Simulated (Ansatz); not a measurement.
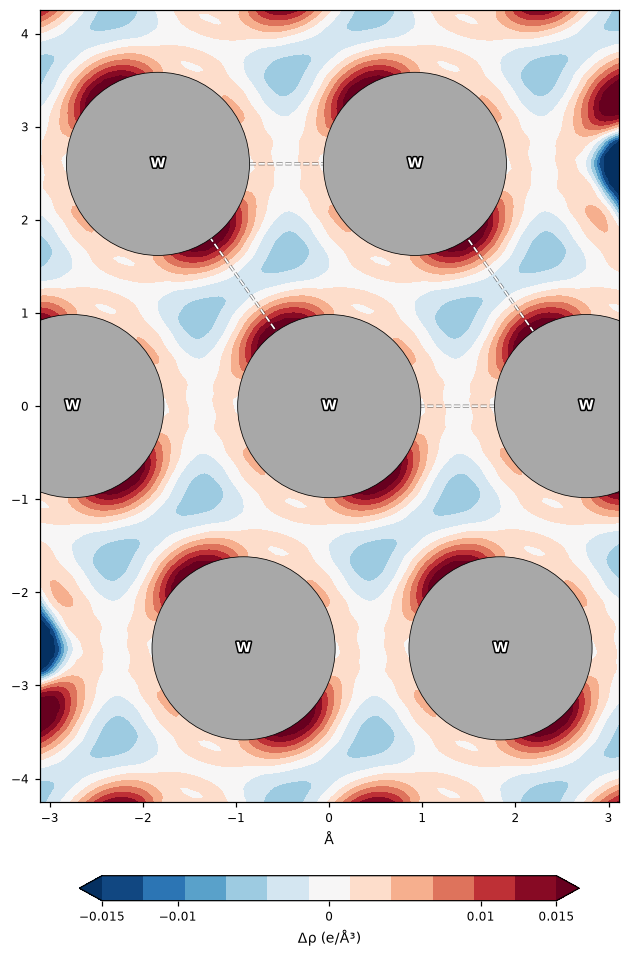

W. Difference of the valence pseudo-densities of two functionals at the same geometry, on the (011̄) plane of the calculation cell: one of PBEsol and r2SCAN less the other.

Both computed with Ansatz (plane waves, PAW), on the same k-point mesh. Grey discs cover the atomic cores.

> Which was subtracted from which, and what does the map show?

It is PBEsol less r2SCAN. Against r2SCAN, PBEsol gives more density around W (+0.005 e/Å³ on average at 1.1 Å from the nucleus).
